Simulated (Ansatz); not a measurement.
System: PtSe2 (slab).

```xyz
18
Lattice="3.7607 0.0000 0.0000 0.0000 4.8633 0.0000 0.0000 0.0000 33.4557" Properties=species:S:1:pos:R:3 pbc="T T T"
Se    0.0000    1.2678    7.5001
Pt    1.8804    0.0000    8.5857
Se    0.0000    3.5955    9.6714
Se    1.8804    1.2678   10.7570
Pt    0.0000    0.0000   11.8426
Se    1.8804    3.5955   12.9283
Se    0.0000    1.2678   14.0139
Pt    1.8804    0.0000   15.0995
Se    0.0000    3.5955   16.1852
Se    1.8804    1.2678   17.2705
Pt    0.0000    0.0000   18.3561
Se    1.8804    3.5955   19.4418
Se    0.0000    1.2678   20.5274
Pt    1.8804    0.0000   21.6130
Se    0.0000    3.5955   22.6987
Se    1.8804    1.2678   23.7843
Pt    0.0000    0.0000   24.8699
Se    1.8804    3.5955   25.9556
```

Changed on purpose from its base cell (repeats removed: -2); not relaxed (largest force 1.1 eV/Å).

Theory: DFT PBEsol, scalar-relativistic, plane waves, PAW (Ansatz 0.2.0).

What can the converged valence pseudo-density and electron localisation function tell about the bonding?

Answer. Pt–Se (2.51 Å): ρ is about 0.57 e/Å³ halfway; the ELF is about 0.50 at the midpoint.

Metal or insulator at this level of theory?

Answer. It is metallic or semimetallic at this level of theory: no gap opens.

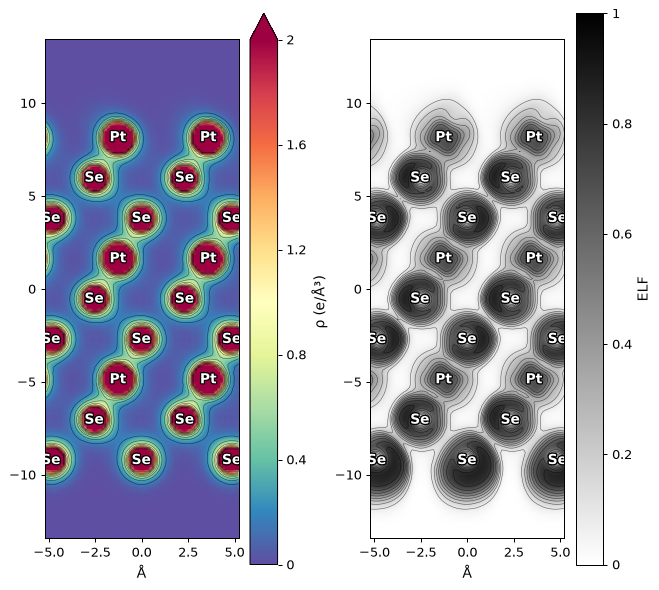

Computed valence pseudo-density and electron localisation function on the (100) plane of the calculation cell, a cut from vacuum to vacuum, in this order. 

Core electrons are frozen (PAW), and the valence fields are smoothed inside the atomic spheres.
